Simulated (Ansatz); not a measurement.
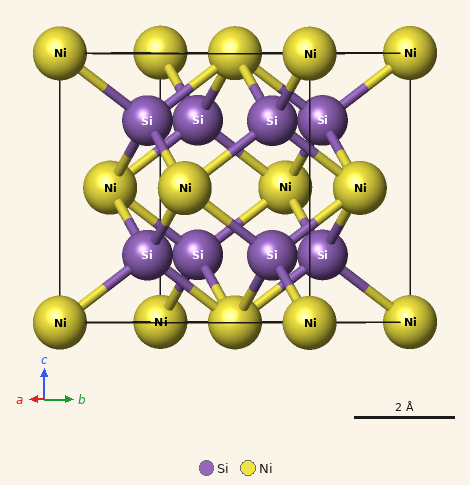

Fig. 1: The structure as given in the input (ball-and-stick view of the cell 4 times as large as that of the calculation, set on its symmetry axes, seen at an oblique angle). An atom can appear more than once, as a periodic image. Near neighbours in the periodic cell (some may lie outside the picture): Si has 4 Ni at 2.34 Å; Ni has 8 Si at 2.34 Å.

# Geometry relaxation, with input and output: NiSi$_{2}$ (part 1 of 2)

NiSi$_{2}$ (Fm-3m, 3 atoms in the cell), computed with DFT PBE, scalar-relativistic, plane waves, PAW, no spin polarisation (Ansatz 0.2.0).

The structure derives from an entry of the Crystallography Open Database.

## Log
```
Engine: ansatz 0.2.0, x86_64-unknown-linux-gnu
Pseudopotentials: kind: paw
Pseudopotential: Si, paw, valence charge 4, recommended cutoff 420 eV (normal), Si.paw.azcp
Pseudopotential: Ni, paw, valence charge 18, recommended cutoff 420 eV (normal), Ni.paw.azcp
Functional definition: PBE
  parameter kappa = 0.804
  parameter beta = 0.06672455060314922
  exchange = pbe_x(kappa = kappa, mu = beta*pi^2/3)
  correlation = pbe_c(beta = beta)
Crystal: 3 atoms, lattice volume = 39.497 Å³
Basis set: ecut = 420 eV, 749 PW (Γ), exchange–correlation on 54×54×54 points (8 copies of the dense FFT grid, shifted against one another)
Bands: 17, of which v1, the nominal top of the filled ones, is band 13 counted from 1 (12 counted from 0)
Symmetry: 48 space group operations
Space group: Fm-3m (ITA 225), of the structure as read, at distance tolerance 3.4e-5 Å
k-points: 104 of 2744
Non-local potential: Si, projectors of the file, l = 0: 2, l = 1: 2, l = 2: 2
Non-local potential: Ni, projectors of the file, l = 0: 3, l = 1: 2, l = 2: 3, l = 3: 1
PAW form: soft (Blöchl's): semilocal exchange-correlation on the pseudo side does not see the compensation charge
PAW one-centre angular grid: Si, 110 points (default); XC on 64 Gauss nodes
PAW one-centre angular grid: Ni, 590 points (default); XC on 64 Gauss nodes
Initial density: superposition of atomic densities (neutral atoms: chi_scale 0, normalization atom), corrected by the library's trained network
Initial wavefunctions: pseudopotential atomic-orbital guess
Functional: x = pbe(κ = 0.804, μ = 0.2195149727645171), c = pbe(β = 0.06672455060314922)
SCF iter   1: F=—  HF=-7112.399233 eV  |F-HF|=—  |Δ(HF+E_count)|=         —  Δρ=1.03e-2  dr2=2.98e-2  ethr=1.77e-3  ⟨swp⟩=5.1  Hψ=9057  notcnv=0
preconditioner: auto → Kerker (q_TF=auto, 2.545 Å⁻¹)  [metal: Δε(μ)=0.063 eV  Ē_g=8.219 eV  σ=0.100 eV  W_gap=0.33  n_scr=14 (ndim 8)  ℏωp=25.1 eV  f_vac=0.000  D(μ)=0.96/eV (n_scr^D=8)]
SCF iter   2: F=—  HF=-7112.396971 eV  |F-HF|=—  |Δ(HF+E_count)|=   2.26e-3  Δρ=3.22e-3  dr2=3.81e-3  ethr=1.14e-4  ⟨swp⟩=1.7  Hψ=2691  notcnv=0
SCF iter   3: F=—  HF=-7112.396602 eV  |F-HF|=—  |Δ(HF+E_count)|=   3.68e-4  Δρ=8.49e-4  dr2=3.51e-4  ethr=1.47e-5  ⟨swp⟩=1.0  Hψ=1760  notcnv=0  defer=2
SCF iter   4: F=—  HF=-7112.396612 eV  |F-HF|=—  |Δ(HF+E_count)|=   9.70e-6  Δρ=2.75e-4  dr2=2.90e-5  ethr=1.35e-6  ⟨swp⟩=2.7  Hψ=2763  notcnv=0  defer=2
SCF iter   5: F=—  HF=-7112.396623 eV  |F-HF|=—  |Δ(HF+E_count)|=   1.11e-5  Δρ=7.88e-5  dr2=3.96e-6  ethr=1.11e-7  ⟨swp⟩=2.1  Hψ=2216  notcnv=0  defer=2
SCF iter   6: F=—  HF=-7112.396626 eV  |F-HF|=—  |Δ(HF+E_count)|=   2.40e-6  Δρ=2.00e-5  dr2=2.98e-7  ethr=1.52e-8  ⟨swp⟩=2.3  Hψ=2653  notcnv=0  defer=2
SCF iter   7: F=-7112.396626 eV  HF=-7112.396626 eV  |F-HF|=5.39e-8  |Δ(HF+E_count)|=   8.87e-8  Δρ=1.38e-5  dr2=7.26e-8  ethr=3.85e-10  ⟨swp⟩=9.3  Hψ=12815  notcnv=0
SCF 1 converged in 7 iterations: F = -7112.396626 eV  dr2 = 7.26e-8
  greatest PAW one-centre occupation: 1.000 electrons in one spin orbital (limit 2), on the Ni atom at site 2 (counted from 0), in its partial waves of l = 1
relax step   1: F+E_penalty+E_count = -7112.39662577 eV  Δ(F+E_penalty+E_count) = +0.000e0 eV  max|allowed force component| = 2.159e-17 eV/Å  Δτ_max = 0.0000 Å  P = +3.449 GPa  Ω = 39.497 Å³  (7 SCF iters, dr2 threshold 1.00e-7 eV, accepted)
Crystal: 3 atoms, lattice volume = 39.978 Å³
Initial density: handed on by an earlier stage of this run
Initial wavefunctions: those handed on with the density
iter 1 solved again at ethr=3.88e-6 eV; its pass at ethr=3.10e-3 eV (dr2=1.01e-3 eV) is discarded
SCF iter   1: F=—  HF=-7112.404118 eV  |F-HF|=—  |Δ(HF+E_count)|=         —  Δρ=1.85e-3  dr2=8.55e-4  ethr=3.88e-6  ⟨swp⟩=2.1  Hψ=10167  notcnv=0
preconditioner: auto → Kerker (q_TF=auto, 2.540 Å⁻¹)  [metal: Δε(μ)=0.038 eV  Ē_g=8.160 eV  σ=0.100 eV  W_gap=0.21  n_scr=14 (ndim 8)  ℏωp=24.9 eV  f_vac=0.002  D(μ)=0.87/eV (n_scr^D=0)]
SCF iter   2: F=—  HF=-7112.404001 eV  |F-HF|=—  |Δ(HF+E_count)|=   1.17e-4  Δρ=6.05e-4  dr2=1.51e-4  ethr=3.29e-6  ⟨swp⟩=1.1  Hψ=1802  notcnv=0
SCF iter   3: F=—  HF=-7112.403972 eV  |F-HF|=—  |Δ(HF+E_count)|=   2.91e-5  Δρ=2.69e-4  dr2=4.12e-5  ethr=5.80e-7  ⟨swp⟩=1.0  Hψ=1768  notcnv=0
SCF iter   4: F=—  HF=-7112.403972 eV  |F-HF|=—  |Δ(HF+E_count)|=   1.47e-7  Δρ=1.69e-4  dr2=1.20e-5  ethr=1.58e-7  ⟨swp⟩=2.5  Hψ=2743  notcnv=0
SCF iter   5: F=—  HF=-7112.403973 eV  |F-HF|=—  |Δ(HF+E_count)|=   1.37e-6  Δρ=4.23e-5  dr2=5.86e-7  ethr=4.63e-8  ⟨swp⟩=2.7  Hψ=2616  notcnv=0
SCF iter   6: F=-7112.403973 eV  HF=-7112.403973 eV  |F-HF|=1.63e-8  |Δ(HF+E_count)|=   2.54e-7  Δρ=8.21e-6  dr2=3.32e-8  ethr=1.15e-9  ⟨swp⟩=9.2  Hψ=12852  notcnv=0
SCF 2 converged in 6 iterations: F = -7112.403973 eV  dr2 = 3.32e-8
relax step   2: F+E_penalty+E_count = -7112.40397329 eV  Δ(F+E_penalty+E_count) = -7.348e-3 eV  max|allowed force component| = 6.476e-17 eV/Å  Δτ_max = 0.0000 Å  P = +1.561 GPa  Ω = 39.978 Å³  energy of the carried Pulay correction = -1.392e-4 eV  (6 SCF iters, dr2 threshold 3.00e-7 eV, accepted)
Crystal: 3 atoms, lattice volume = 40.385 Å³
iter 1 solved again at ethr=2.66e-6 eV; its pass at ethr=3.10e-3 eV (dr2=6.91e-4 eV) is discarded
SCF iter   1: F=—  HF=-7112.405982 eV  |F-HF|=—  |Δ(HF+E_count)|=         —  Δρ=1.45e-3  dr2=5.38e-4  ethr=2.66e-6  ⟨swp⟩=2.1  Hψ=10179  notcnv=0
preconditioner: auto → Kerker (q_TF=auto, 2.535 Å⁻¹)  [metal: Δε(μ)=0.092 eV  Ē_g=8.087 eV  σ=0.100 eV  W_gap=0.45  n_scr=14 (ndim 8)  ℏωp=24.8 eV  f_vac=0.002  D(μ)=0.86/eV (n_scr^D=0)]
SCF iter   2: F=—  HF=-7112.405909 eV  |F-HF|=—  |Δ(HF+E_count)|=   7.33e-5  Δρ=4.90e-4  dr2=1.05e-4  ethr=2.07e-6  ⟨swp⟩=1.1  Hψ=1813  notcnv=0
SCF iter   3: F=—  HF=-7112.405891 eV  |F-HF|=—  |Δ(HF+E_count)|=   1.81e-5  Δρ=2.25e-4  dr2=3.06e-5  ethr=4.04e-7  ⟨swp⟩=1.0  Hψ=1768  notcnv=0
SCF iter   4: F=—  HF=-7112.405891 eV  |F-HF|=—  |Δ(HF+E_count)|=   3.99e-8  Δρ=1.38e-4  dr2=8.07e-6  ethr=1.18e-7  ⟨swp⟩=2.3  Hψ=2718  notcnv=0
SCF iter   5: F=—  HF=-7112.405892 eV  |F-HF|=—  |Δ(HF+E_count)|=   1.05e-6  Δρ=3.60e-5  dr2=4.36e-7  ethr=3.11e-8  ⟨swp⟩=2.5  Hψ=2580  notcnv=0
SCF iter   6: F=-7112.405892 eV  HF=-7112.405892 eV  |F-HF|=1.02e-8  |Δ(HF+E_count)|=   1.84e-7  Δρ=6.67e-6  dr2=2.19e-8  ethr=1.15e-9  ⟨swp⟩=9.3  Hψ=12749  notcnv=0
SCF 3 converged in 6 iterations: F = -7112.405892 eV  dr2 = 2.19e-8
relax step   3: F+E_penalty+E_count = -7112.40589219 eV  Δ(F+E_penalty+E_count) = -1.919e-3 eV  max|allowed force component| = 6.168e-17 eV/Å  Δτ_max = 0.0000 Å  P = +0.055 GPa  Ω = 40.385 Å³  energy of the carried Pulay correction = -2.555e-4 eV  (6 SCF iters, dr2 threshold 3.00e-7 eV, accepted)
Crystal: 3 atoms, lattice volume = 40.400 Å³
iter 1 solved again at ethr=3.71e-9 eV; its pass at ethr=3.10e-3 eV (dr2=9.64e-7 eV) is discarded
SCF iter   1: F=—  HF=-7112.405887 eV  |F-HF|=—  |Δ(HF+E_count)|=         —  Δρ=5.18e-5  dr2=7.40e-7  ethr=3.71e-9  ⟨swp⟩=2.1  Hψ=9898  notcnv=0
preconditioner: auto → Kerker (q_TF=auto, 2.535 Å⁻¹)  [metal: Δε(μ)=0.090 eV  Ē_g=8.084 eV  σ=0.100 eV  W_gap=0.44  n_scr=14 (ndim 8)  ℏωp=24.8 eV  f_vac=0.002  D(μ)=0.86/eV (n_scr^D=0)]
SCF iter   2: F=—  HF=-7112.405891 eV  |F-HF|=—  |Δ(HF+E_count)|=   3.15e-6  Δρ=1.64e-5  dr2=1.60e-7  ethr=2.84e-9  ⟨swp⟩=1.8  Hψ=2179  notcnv=0
SCF iter   3: F=—  HF=-7112.405891 eV  |F-HF|=—  |Δ(HF+E_count)|=   2.60e-9  Δρ=9.44e-6  dr2=6.46e-8  ethr=6.15e-10  ⟨swp⟩=1.0  Hψ=1768  notcnv=0
iter 4 did not close the SCF: its close was put off for the readings that it lacked (scf_convergence_deferred on its scf_iter line)
SCF iter   4: F=-7112.405891 eV  HF=-7112.405891 eV  |F-HF|=2.19e-9  |Δ(HF+E_count)|=   1.51e-8  Δρ=4.07e-6  dr2=6.97e-9  ethr=2.48e-10  ⟨swp⟩=2.3  Hψ=2525  notcnv=0
iter 5 did not close the SCF: its close was put off for the readings that it lacked (scf_convergence_deferred on its scf_iter line)
SCF iter   5: F=-7112.405891 eV  HF=-7112.405891 eV  |F-HF|=5.73e-11  |Δ(HF+E_count)|=   2.27e-9  Δρ=1.17e-6  dr2=4.93e-10  ethr=2.68e-11  ⟨swp⟩=2.1  Hψ=2565  notcnv=0
SCF iter   6: F=-7112.405891 eV  HF=-7112.405891 eV  |F-HF|=2.46e-11  |Δ(HF+E_count)|=  1.71e-10  Δρ=2.76e-7  dr2=2.70e-11  ethr=1.90e-12  ⟨swp⟩=4.9  Hψ=9295  notcnv=0
SCF 4 converged in 6 iterations: F = -7112.405891 eV  dr2 = 2.70e-11
relax step   4: F+E_penalty+E_count = -7112.40589056 eV  Δ(F+E_penalty+E_count) = +1.632e-6 eV  max|allowed force component| = 9.869e-17 eV/Å  Δτ_max = 0.0000 Å  P = +0.001 GPa  Ω = 40.400 Å³  energy of the carried Pulay correction = -2.598e-4 eV  (6 SCF iters, accepted)
Initial wavefunctions: pseudopotential atomic-orbital guess (no wavefunctions were taken with the density)
iter 1 solved again at ethr=4.67e-7 eV; its pass at ethr=3.10e-3 eV (dr2=1.22e-4 eV) is discarded
SCF iter   1: F=—  HF=-7112.405819 eV  |F-HF|=—  |Δ(HF+E_count)|=         —  Δρ=3.47e-4  dr2=1.03e-6  ethr=4.67e-7  ⟨swp⟩=3.0  Hψ=13441  notcnv=0
SCF iter   2: F=—  HF=-7112.406072 eV  |F-HF|=—  |Δ(HF+E_count)|=   2.53e-4  Δρ=1.76e-4  dr2=2.65e-7  ethr=3.97e-9  ⟨swp⟩=2.0  Hψ=2590  notcnv=0
SCF iter   3: F=—  HF=-7112.406159 eV  |F-HF|=—  |Δ(HF+E_count)|=   8.66e-5  Δρ=2.61e-6  dr2=7.82e-10  ethr=1.02e-9  ⟨swp⟩=2.0  Hψ=2005  notcnv=0
SCF iter   4: F=—  HF=-7112.406159 eV  |F-HF|=—  |Δ(HF+E_count)|=   9.38e-9  Δρ=4.18e-7  dr2=5.41e-11  ethr=3.01e-12  ⟨swp⟩=2.2  Hψ=3012  notcnv=0
SCF iter   5: F=—  HF=-7112.406159 eV  |F-HF|=—  |Δ(HF+E_count)|=  5.46e-11  Δρ=2.51e-7  dr2=3.30e-11  ethr=1.00e-12  ⟨swp⟩=2.1  Hψ=2493  notcnv=0
SCF iter   6: F=-7112.406159 eV  HF=-7112.406159 eV  |F-HF|=5.46e-12  |Δ(HF+E_count)|=  1.82e-11  Δρ=1.38e-7  dr2=1.24e-11  ethr=1.00e-12  ⟨swp⟩=5.0  Hψ=7242  notcnv=0
SCF 5 converged in 6 iterations: F = -7112.406159 eV  dr2 = 1.24e-11
relax step   5: F+E_penalty+E_count = -7112.40615862 eV  Δ(F+E_penalty+E_count) = -2.681e-4 eV  max|allowed force component| = 1.203e-16 eV/Å  Δτ_max = 0.0000 Å  P = +0.005 GPa  Ω = 40.400 Å³  stress off target by 5.23e-3 GPa  SCF on the basis re-selected at this cell (its energy is not comparable with the rows above)  (6 SCF iters)
```

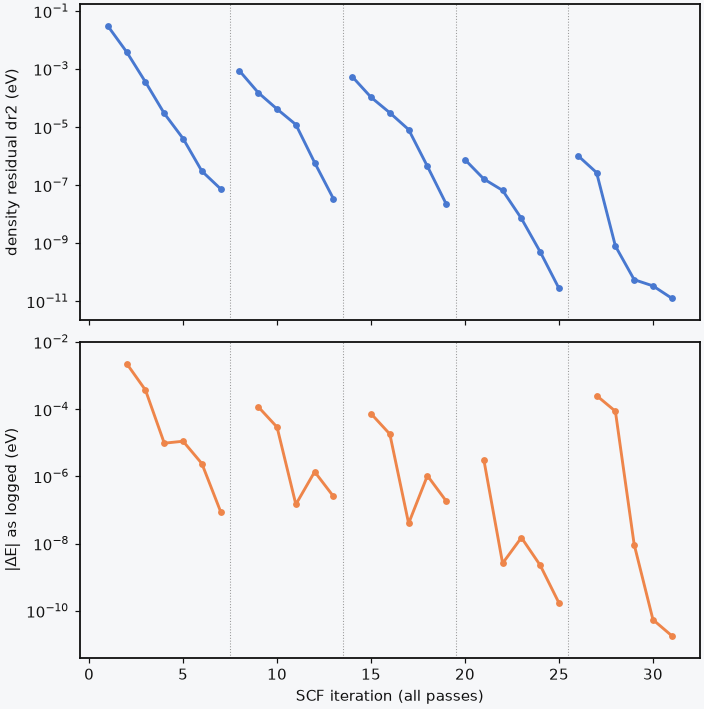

Fig. 2: Convergence of the self-consistent field: density residual dr2 and size of the energy change against the SCF iteration. The dotted lines part the SCF passes of the relaxation: geometry steps, rejected trials and re-solves on a re-selected basis. The 5 passes take 6 to 7 iterations each, 31 in all.

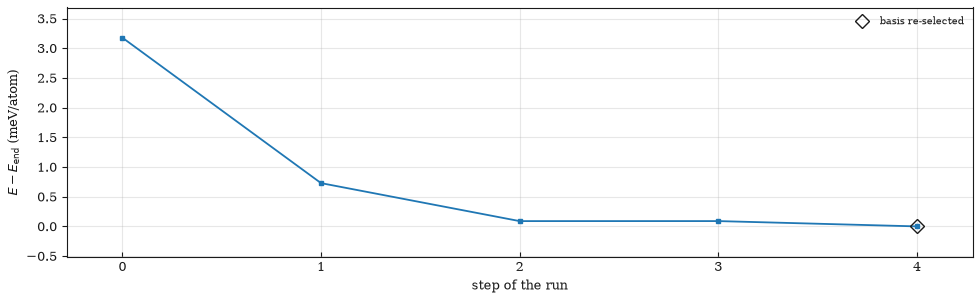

Fig. 3: Progress of the relaxation, step by step (the first geometry is step 0 here and step 1 in the log).
